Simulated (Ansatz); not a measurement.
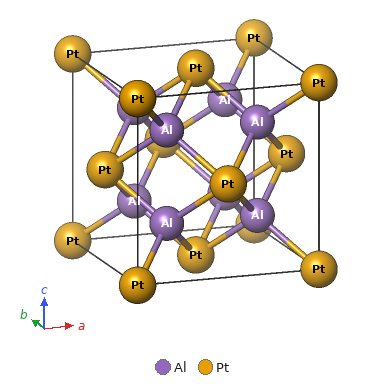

An orthographic ball-and-stick view of the structure, slightly off an axis. The wireframe shows the conventional unit cell. Cell: a = 5.898 Å, b = 5.898 Å, c = 5.898 Å, α = 90.00°, β = 90.00°, γ = 90.00°.

In words:

The structure is one of Al2Pt. It belongs to space group Fm-3m (No. 225) and has a face-centred cubic lattice. Among the common structure types it is fluorite (CaF₂ type). It has 12 atoms to the cell (8 Al, 4 Pt). Al is linked to four Pt in a tetrahedral arrangement at about 2.6 Å. Pt is linked to eight Al in a cubic arrangement at about 2.6 Å. The bonds build a three-dimensional framework.

Origin of the cell: a structure listed in the Materials Project. Earlier steps of the study may have refined or changed the cell and positions. It was the input of a calculation with Ansatz.
